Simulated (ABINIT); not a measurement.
**Positron calculation of NbAs (part 2 of 2)**

Continued. System: NbAs (I4₁md, 4 atoms in the cell). Method: Kohn-Sham DFT of a periodic cell, PBEsol, JTH PAW PBE v2.0, no spin polarisation (ABINIT 10.8.3); cutoff 435.38 eV, 8×8×8 k-mesh, fermi-dirac of 0.05 eV. The structure derives from an entry of the Crystallography Open Database.

Geometry of the input (Å; fractional positions):
```
-1.7259  1.7259  5.8400
1.7259  -1.7259  5.8400
1.7259  1.7259  -5.8400
Nb 0.5000  0.0000  0.5000
Nb 0.7500  0.7500  0.0000
As 0.9160  0.4160  0.5000
As 0.1660  0.1660  0.0000
```

### Log, continued
```
 cartesian forces (hartree/bohr) at end:
    1     -0.00000000000000    -0.00000000000000    -0.00565314907773
    2     -0.00000000000000    -0.00000000000000    -0.00565314907773
    3     -0.00000000000000    -0.00000000000000     0.00565314907773
    4      0.00000000000000     0.00000000000000     0.00565314907773
 frms,max,avg= 3.2638471E-03 5.6531491E-03   0.000E+00  0.000E+00  3.332E-05 h/b

 cartesian forces (eV/Angstrom) at end:
    1     -0.00000000000000    -0.00000000000000    -0.29069661352581
    2     -0.00000000000000    -0.00000000000000    -0.29069661352581
    3     -0.00000000000000    -0.00000000000000     0.29069661352581
    4      0.00000000000000     0.00000000000000     0.29069661352581
 frms,max,avg= 1.6783377E-01 2.9069661E-01   0.000E+00  0.000E+00  1.713E-03 e/A
 length scales= 11.961043337813 11.961043337813 11.961043337813 bohr
              =  6.329511548700  6.329511548700  6.329511548700 angstroms
 Fermi (or HOMO) energy (hartree) =   0.42292   Average Vxc (hartree)=  -0.43419
 Eigenvalues (hartree) for nkpt=  59  k points:
 kpt#   1, nband= 34, wtk=  0.00195, kpt=  0.0000  0.0000  0.0000 (reduced coord)
  -1.59997   -1.59892   -0.87871   -0.87871   -0.87821   -0.87800   -0.87790   -0.87785
  -0.87776   -0.87776   -0.87774   -0.87768   -0.72688   -0.72269   -0.72269   -0.71698
  -0.71698   -0.71521   -0.06375    0.02036    0.19381    0.31888    0.33982    0.33982
   0.34748    0.36076    0.37172    0.37172    0.44937    0.47050    0.51121    0.53342
   0.53342    0.55876
      occupation numbers for kpt#   1
   2.00000    2.00000    2.00000    2.00000    2.00000    2.00000    2.00000    2.00000
   2.00000    2.00000    2.00000    2.00000    2.00000    2.00000    2.00000    2.00000
   2.00000    2.00000    2.00000    2.00000    2.00000    2.00000    2.00000    2.00000
   2.00000    2.00000    2.00000    2.00000    0.00000    0.00000    0.00000    0.00000
   0.00000    0.00000
 prteigrs : prtvol=0 or 1, do not print more k-points.

--- !EnergyTerms
iteration_state     : {dtset: 1, }
comment             : Components of total free energy in Hartree
kinetic             :  3.42263244062206E+01
hartree             :  7.78421200492338E+01
xc                  : -1.74608064301361E+01
Ewald energy        : -2.27855055091375E+02
psp_core            :  9.32522986451882E+00
local_psp           : -2.44277072703802E+02
PAW spherical_terms :  2.53488642601759E+01
internal            : -3.42850395645164E+02
'-kT*entropy'       : -3.30141028882378E-04
total_energy        : -3.42850725786193E+02
total_energy_eV     : -9.32944352408301E+03
...

--- !EnergyTermsDC
iteration_state     : {dtset: 1, }
comment             : '"Double-counting" decomposition of free energy'
band_energy         : -2.75814717888886E+01
Ewald energy        : -2.27855055091375E+02
psp_core            :  9.32522986451882E+00
xc_dc               : -7.41542215379931E+01
PAW spherical_terms : -2.25848762993950E+01
internal            : -3.42850394853133E+02
'-kT*entropy'       : -3.30141028882378E-04
total_energy_dc     : -3.42850724994162E+02
total_energy_dc_eV  : -9.32944350253075E+03
...

--- !EnergyTermsWithPAWCore
iteration_state     : {dtset: 1, }
comment             : 'Components of total free energy, including PAW core contributions'
Total energy        : -1.21547044589805E+04
Total energy DC     : -1.21547044581884E+04
Total energy (eV)   : -3.30746357739065E+05
Total energy DC (eV): -3.30746357717513E+05
...

 Cartesian components of stress tensor (hartree/bohr^3)
  sigma(1 1)=  9.93805441E-05  sigma(3 2)=  0.00000000E+00
  sigma(2 2)=  9.93805441E-05  sigma(3 1)=  0.00000000E+00
  sigma(3 3)=  5.75175803E-05  sigma(2 1)=  0.00000000E+00

-Cartesian components of stress tensor (GPa)         [Pressure= -2.5133E+00 GPa]
- sigma(1 1)=  2.92387655E+00  sigma(3 2)=  0.00000000E+00
- sigma(2 2)=  2.92387655E+00  sigma(3 1)=  0.00000000E+00
- sigma(3 3)=  1.69222564E+00  sigma(2 1)=  0.00000000E+00

================================================================================
== DATASET  2 ==================================================================

--- !DatasetInfo
iteration_state: {dtset: 2, }
dimensions: {natom: 4, nkpt: 1, mband: 1, nsppol: 1, nspinor: 1, nspden: 1, mpw: 714, }
cutoff_energies: {ecut:  16.0, pawecutdg:  32.0, }
electrons: {nelect:   1.00000000E+00, charge:   0.00000000E+00, occopt:   2.00000000E+00, tsmear:   1.00000000E-02, }
meta: {optdriver: 0, ionmov: 0, optcell: 0, iscf: 17, paral_kgb: 0, }
...

 mkfilename : getden/=0, take file _DEN from output of DATASET   1.

 Real(R)+Recip(G) space primitive vectors, cartesian coordinates (Bohr,Bohr^-1):
 R(1)= -3.2613838  3.2613838 11.0360006  G(1)=  0.0000000  0.1533092  0.0453063
 R(2)=  3.2613838 -3.2613838 11.0360006  G(2)=  0.1533092  0.0000000  0.0453063
 R(3)=  3.2613838  3.2613838-11.0360006  G(3)=  0.1533092  0.1533092  0.0000000
 Unit cell volume ucvol=  4.6954318E+02 bohr^3
 Angles (23,13,12)=  1.48353918E+02  1.48353918E+02  4.53631816E+01 degrees

 Coarse grid specifications (used for wave-functions):

 getcut: wavevector=  0.0000  0.0000  0.0000  ngfft=  45  45  45
         ecut(hartree)=     16.000   => boxcut(ratio)=   2.04418

 Fine grid specifications (used for densities):

 getcut: wavevector=  0.0000  0.0000  0.0000  ngfft=  64  64  64
         ecut(hartree)=     32.000   => boxcut(ratio)=   2.10169

--- Pseudopotential description ------------------------------------------------
- pspini: atom type   1  psp file is ./Nb.GGA_PBE-JTH.xml
 Pseudopotential format is: paw10
 basis_size (lnmax)=  6 (lmn_size= 18), orbitals=   0   0   1   1   2   2
 Spheres core radius: rc_sph= 2.22094190
 Shapefunction is BESSEL type: shapef(r,l)=aa(1,l)*jl(q(1,l)*r)+aa(2,l)*jl(q(2,l)*r)
 Radius for shape functions =  1.90969629
 Compensation charge density is not taken into account in XC energy/potential

- pspini: atom type   2  psp file is ./As.GGA_PBE-JTH.xml
 Pseudopotential format is: paw10
 basis_size (lnmax)=  6 (lmn_size= 18), orbitals=   0   0   1   1   2   2
 Spheres core radius: rc_sph= 2.10391912
 Shapefunction is BESSEL type: shapef(r,l)=aa(1,l)*jl(q(1,l)*r)+aa(2,l)*jl(q(2,l)*r)
 Radius for shape functions =  1.70360438
 Compensation charge density is not taken into account in XC energy/potential

--------------------------------------------------------------------------------

================================================================================

--- !BeginCycle
iteration_state: {dtset: 2, }
solver: {iscf: 17, nstep: 80, nline: 10, wfoptalg: 10, }
tolerances: {toldfe: 1.00E-07, }
...

     iter   Etot(hartree)      deltaE(h)  residm     nres2
 ETOT  1  -343.37130298705    -3.434E+02 2.159E+01 6.970E-01
 ETOT  2  -343.41273154175    -4.143E-02 6.265E-04 2.428E-01
 ETOT  3  -343.41277684971    -4.531E-05 7.061E-06 3.372E-02
 ETOT  4  -343.41277615688     6.928E-07 1.008E-09 1.239E-03
 ETOT  5  -343.41277703873    -8.819E-07 9.231E-12 3.067E-05
 ETOT  6  -343.41277697884     5.990E-08 9.500E-15 8.883E-07
 ETOT  7  -343.41277698635    -7.513E-09 1.025E-16 1.062E-07

 At SCF step    7, etot is converged :
  for the second time, diff in etot=  7.513E-09 < toldfe=  1.000E-07

--- !ResultsGS
iteration_state: {dtset: 2, }
comment   : Summary of ground state results
lattice_vectors:
- [ -3.2613838,   3.2613838,  11.0360006, ]
- [  3.2613838,  -3.2613838,  11.0360006, ]
- [  3.2613838,   3.2613838, -11.0360006, ]
lattice_lengths: [  11.96104,   11.96104,   11.96104, ]
lattice_angles: [148.354, 148.354,  45.363, ] # degrees, (23, 13, 12)
lattice_volume:   4.6954318E+02
convergence: {deltae: -7.513E-09, res2:  1.062E-07, residm:  1.025E-16, diffor:  0.000E+00, }
etotal    :  -3.43412777E+02
entropy   :   0.00000000E+00
fermie    :  -5.62054114E-01
cartesian_stress_tensor: null
pressure_GPa: null
xred      :
- [  5.0000E-01,  -1.4297E-17,   5.0000E-01, Nb]
- [  7.5000E-01,   7.5000E-01,   7.8169E-18, Nb]
- [  9.1600E-01,   4.1600E-01,   5.0000E-01, As]
- [  1.6600E-01,   1.6600E-01,   1.7301E-18, As]
cartesian_forces: null
force_length_stats: {min: null, max: null, mean: null, }
...

 Integrated electronic density in atomic spheres:
 ------------------------------------------------
 Atom  Sphere_radius  Integrated_density
    1        2.22094          0.03345440
    2        2.22094          0.03345440
    3        2.10392          0.02436279
    4        2.10392          0.02436279

--------------------------------------------------------------------------------
 Results for electron-positron annihilation:

 # Zero-positron density limit of Arponen and Pajanne fitted by Sterne & Kaiser
   + GGA corrections
   Ref.: P.A. Sterne and J.H. Kaiser, Phys. Rev. B 43, 13892 (1991)
         B. Barbiellini, M.J. Puska, T. Torsti and R.M. Nieminen, Phys. Rev. B 51, 7341 (1995)
 # Enhancement factor of Sterne & Kaiser
   Ref.: P.A. Sterne and J.H. Kaiser, Phys. Rev. B 43, 13892 (1991)

 Positron lifetime                         (ps)   =  1.53330999E+02
 Positron lifetime with IPM for core elec. (ps)   =  1.53661187E+02
 Annihilation rate                         (ns-1) =  6.52183842E+00
 Annihilation rate with IPM for core elec. (ns-1) =  6.50782425E+00

 Annihilation rate core/valence decomposition:
   Core    contribution to ann.rate          (ns-1) =  1.65606508E-01
   Valence contribution to ann.rate          (ns-1) =  6.35623191E+00
   Core    contribution to ann.rate with IPM (ns-1) =  1.48580987E-01
   Valence contribution to ann.rate with IPM (ns-1) =  6.35924326E+00

 Annihilation rate PAW decomposition:
   Plane-wave contribution to ann.rate          (ns-1) =  6.35088890E+00
   Plane-wave valence contribution to ann.rate  (ns-1) =  6.34162458E+00
   On-site core contribution to ann.rate        (ns-1) =  1.56342196E-01
   On-site valence contribution to ann.rate     (ns-1) =  1.46073255E-02
   Plane-wave contribution to ann.rate with IPM (ns-1) =  6.34744298E+00
   Plane-wave core contrb. to ann.rate with IPM (ns-1) =  4.27569088E-03

      (*) IPM=Independent particle Model

================================================================================

 ----iterations are completed or convergence reached----

 Mean square residual over all n,k,spin=   10.250E-17; max=  10.250E-17
 reduced coordinates (array xred) for    4 atoms
       0.500000000000     -0.000000000000      0.500000000000
       0.750000000000      0.750000000000      0.000000000000
       0.916000000000      0.416000000000      0.500000000000
       0.166000000000      0.166000000000      0.000000000000
 rms dE/dt=  0.0000E+00; max dE/dt=  0.0000E+00; dE/dt below (all hartree)
    1       0.000000000000      0.000000000000      0.000000000000
    2       0.000000000000      0.000000000000      0.000000000000
    3       0.000000000000      0.000000000000      0.000000000000
    4       0.000000000000      0.000000000000      0.000000000000

 cartesian coordinates (angstrom) at end:
    1      0.00000000000000     1.72585000020044     0.00000000000000
    2      0.00000000000000     0.00000000000000     8.75999999962505
    3     -0.00000000000000     1.72585000020044     4.85887999979203
    4      0.00000000000000    -0.00000000000000     1.93887999991701
 length scales= 11.961043337813 11.961043337813 11.961043337813 bohr
              =  6.329511548700  6.329511548700  6.329511548700 angstroms
 Fermi (or HOMO) energy (hartree) =  -0.56205   Average Vxc (hartree)=  -0.33632
 Eigenvalues (hartree) for nkpt=   1  k points:
 kpt#   1, nband=  1, wtk=  1.00000, kpt=  0.0000  0.0000  0.0000 (reduced coord)
  -0.56205

--- !EnergyTerms
iteration_state     : {dtset: 2, }
comment             : Components of total free energy in Hartree
kinetic             :  1.48432003673102E-01
local_psp           : -1.17031309374321E+00
PAW spherical_terms : -1.91351482546758E-02
positronic          : -1.04101623832480E+00
electronic          : -3.42850724994162E+02
electron_positron_interaction:  4.78964836737536E-01
total_energy        : -3.43412776395749E+02
total_energy_eV     : -9.34473770030943E+03
...

--- !EnergyTermsDC
iteration_state     : {dtset: 2, }
comment             : '"Double-counting" decomposition of free energy'
band_energy         : -5.62054114035313E-01
PAW spherical_terms :  0.00000000000000E+00
electron_positron_dc: -4.78962714889328E-01
positronic          : -1.04101682892463E+00
electronic          : -3.42850724994162E+02
electron_positron_interaction:  4.78964836737536E-01
total_energy_dc     : -3.43412776986349E+02
total_energy_dc_eV  : -9.34473771638047E+03
...

== END DATASET(S) ==============================================================
================================================================================

 -outvars: echo values of variables after computation  --------
            acell      1.1961043338E+01  1.1961043338E+01  1.1961043338E+01 Bohr
           etotal1    -3.4285072499E+02
           etotal2    -3.4341277699E+02
            fcart1    -8.1650902666E-20 -5.1533177166E-19 -5.6531490777E-03
                      -1.8163743786E-18 -5.1533177166E-19 -5.6531490777E-03
                      -2.9133027581E-18 -1.6122601511E-18  5.6531490777E-03
                       4.8113280394E-18  2.6429236944E-18  5.6531490777E-03
            fcart2     9.9999999999E+99  9.9999999999E+99  9.9999999999E+99
                       9.9999999999E+99  9.9999999999E+99  9.9999999999E+99
                       9.9999999999E+99  9.9999999999E+99  9.9999999999E+99
                       9.9999999999E+99  9.9999999999E+99  9.9999999999E+99
            rprim     -2.7266716980E-01  2.7266716980E-01  9.2266203400E-01
                       2.7266716980E-01 -2.7266716980E-01  9.2266203400E-01
                       2.7266716980E-01  2.7266716980E-01 -9.2266203400E-01
           strten1     9.9380544098E-05  9.9380544098E-05  5.7517580320E-05
                       0.0000000000E+00  0.0000000000E+00  0.0000000000E+00
           strten2     9.9999999999E+99  9.9999999999E+99  9.9999999999E+99
                       9.9999999999E+99  9.9999999999E+99  9.9999999999E+99
           xangst      0.0000000000E+00  1.7258500002E+00  0.0000000000E+00
                       1.3490747620E-17  1.3490747620E-17  8.7599999996E+00
                      -3.3080580966E-16  1.7258500002E+00  4.8588799998E+00
                       1.8590786172E-17 -1.2618881892E-17  1.9388799999E+00
             xred      5.0000000000E-01 -1.4296920418E-17  5.0000000000E-01
                       7.5000000000E-01  7.5000000000E-01  7.8168714655E-18
                       9.1600000000E-01  4.1600000000E-01  5.0000000000E-01
                       1.6600000000E-01  1.6600000000E-01  1.7301342177E-18
 Calculation completed.
```

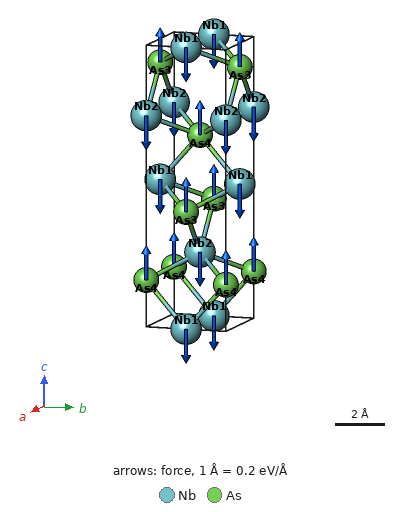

Figure 1. Forces on the atoms as blue arrows (ball-and-stick view of the cell 2 times as large as that of the calculation, set on its symmetry axes, seen slightly off an axis; atoms are numbered from 1 in the order of the input). The largest act on Nb1, Nb2 (0.29 eV/Å); As3, As4 (0.29 eV/Å). The geometry is not a stationary point of this energy.

### Results in brief

```csv
quantity,value
outcome,converged
space group (tolerance 0.01 Å),I4₁md (109)
electrons treated,56
free energy,−9329.4435 eV
positron lifetime (one of the program's estimates),153.3 ps
Fermi energy of the self-consistent step,11.508 eV
gap on the k-point mesh,none (metallic)
pressure,−2.51 GPa
largest force (length of the vector),0.291 eV/Å
hardware,"1 thread of Arm Neoverse V1, 24 GiB of memory available, shared host"
wall time,4.4 min
peak memory,0.25 GiB
```

### Notes

Points of doubt noted for this run: PAW basis incomplete for positron.
